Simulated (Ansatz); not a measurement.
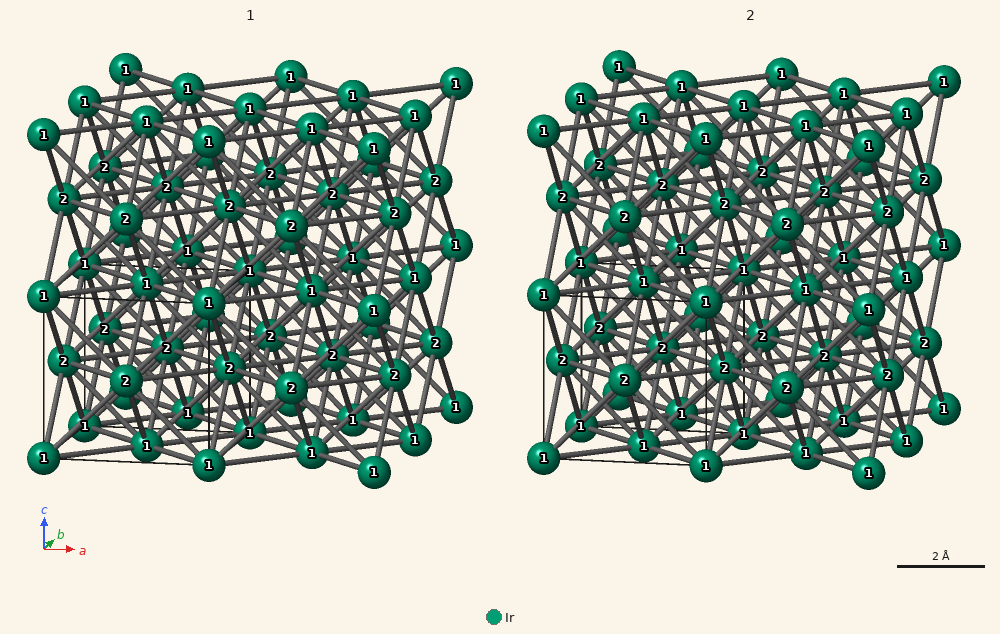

Two geometries of crystalline Ir (set up in Fm-3m): one is the relaxed structure, the other was perturbed away from it. A ball-and-stick model of the conventional cell (2 times the calculation's cell), repeated 2 × 2 × 2 with one cell outlined, seen slightly off an axis. Lengths and directions refer to the drawn axes.

The calculation used DFT PBE, scalar-relativistic, plane waves, PAW (Ansatz 0.2.0). Set-up: plane-wave cutoff 420 eV; k-point mesh 18 × 18 × 14; occupations gaussian; smearing width 0.1 eV; no spin polarisation.

> Which one is perturbed?

Structure 1 is the perturbed one. Uniaxial strain along a, +3.0 %, is applied. The b and c axes and the atoms are relaxed. The energy rises by 20.8 meV per atom. The pressure goes from 0.0 to −4.8 GPa. The principal stresses (compression positive) are −14.4 GPa along [1 1 0] and none across it. It is metallic before and after. Cell: a = b 3.871 → 3.923 Å (+1.3 %), c 3.871 → 3.831 Å (−1.0 %), γ 90.0° → 88.1°. Volume +1.6 %. The atoms keep their places relative to the cell (all moves are under 0.005 Å). Near-neighbour distances before and after: Ir–Ir 2.737 → 2.728 to 2.819 Å. The space group (tolerance 0.01 Å) goes from Fm-3m (No. 225) to Immm (No. 71).
